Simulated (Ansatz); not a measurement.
Consider Ru.

Input

```
crystal:
  lattice:
    - [2.6719575171, 0.0, 0.0]
    - [-1.3359787585, 2.3139830876, 0.0]
    - [0.0, 0.0, 4.229948237]
  atoms:
    - { symbol: Ru, position: [0.3333333333, 0.6666666667, 0.25] }
    - { symbol: Ru, position: [0.6666666667, 0.3333333333, 0.75] }
basis:
  ecutwfc: 420
kpoints:
  mp_grid: { grid: [18, 18, 10] }
hamiltonian:
  xc: lda
scf:
  occupations: { method: gaussian, width: 0.1 }
output:
  forces: true
  stress: true
  eigenvalues: true
  write_density: true
  write_potential: true
  elf: true
  volumetric_format: npy
relax:
  adjacent_minimum: "off"
  f_tol: 0.005
  max_steps: 80
  cell: { stress_tol: 0.05 }
```

Command:

```sh
ansatz run input.yaml --threads 4 --pin off --max-ram 8192MiB --backend cpu --events-out ev --progress --plain --runs-dir out
```

Below, planes, directions and counts refer to the conventional cell (a = 2.67 Å, b = 2.67 Å, c = 4.23 Å, α = 90.00°, β = 90.00°, γ = 120.00°).

The fields are those of the run's last geometry, not of the input's.

Space group P6₃/mmc; a structure from a database of computed crystals, not necessarily the ambient phase; computed without spin polarisation.

Method: Ansatz, DFT LDA, scalar-relativistic, plane waves, PAW.

Question: What will maps of the valence pseudo-density and electron localisation function show?

Answer: Ru–Ru (2.67 Å): the density is about 0.41 e/Å³ at the midpoint; the ELF is about 0.30 at the midpoint.

Question: Metal or insulator at this level of theory?

Answer: It is gapless in this calculation (a metal or semimetal).

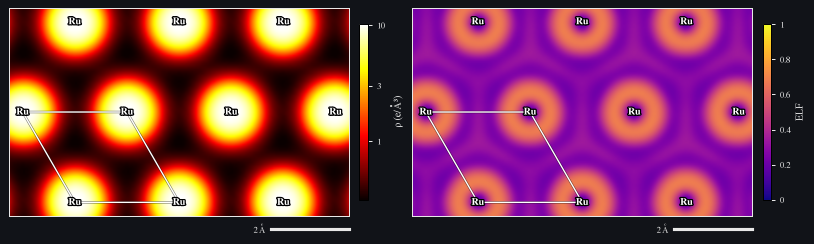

Computed valence pseudo-density and electron localisation function on the (001) plane of the conventional cell, in this order. 

In a PAW calculation such maps are meaningful between the atoms, not at the nuclei.
